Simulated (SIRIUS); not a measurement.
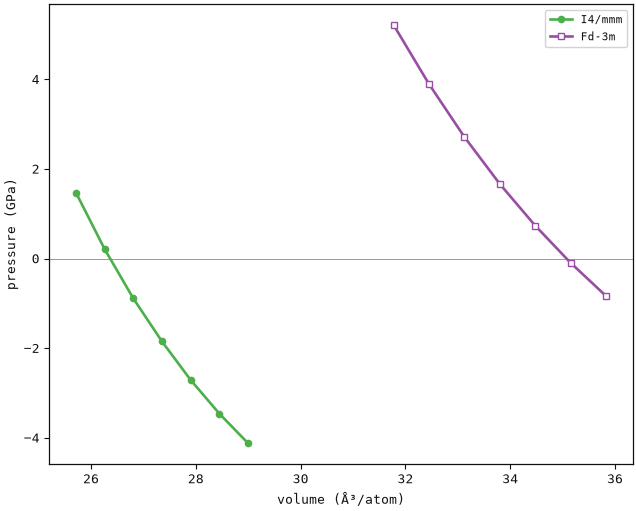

The picture above shows the pressure against volume, with one curve for each structure, for Sn.

Method: plane-wave DFT, no spin polarisation; energies at scaled volumes of the given cell, shape and fractions fixed, counted from the fit's minimum, third-order Birch-Murnaghan fit (SIRIUS 7.12.0). Level: PBEsol.

occupations Fermi–Dirac; smearing width 0.05 eV; potentials dojo sr pbesol 0.4.1 standard; wave cutoff 983 eV; density cutoff 3932 eV.

Settings that differ: I4/mmm: k mesh 10×10×10; Fd-3m: k mesh 7×7×7.

Order the curves by fitted equilibrium volume, smallest first.

Answer. I4/mmm 26.368, Fd-3m 35.078 Å³/atom.

Order the curves by fitted bulk modulus, smallest first.

Answer. Fd-3m 41.2, I4/mmm 55.0 GPa.

For I4/mmm: read off the course of the pressure.

Answer. It falls from 1.47 GPa at volume 25.71 Å³/atom to −4.12 GPa at 28.99 Å³/atom, and changes sign near 26.36 Å³/atom.

For Fd-3m: read off the course of the pressure.

Answer. It falls from 5.21 GPa at volume 31.77 Å³/atom to −0.84 GPa at 35.83 Å³/atom, and changes sign near 35.07 Å³/atom.

Note: shape and atomic fractions are frozen while scaling, which makes layered, chain and framework solids too stiff.
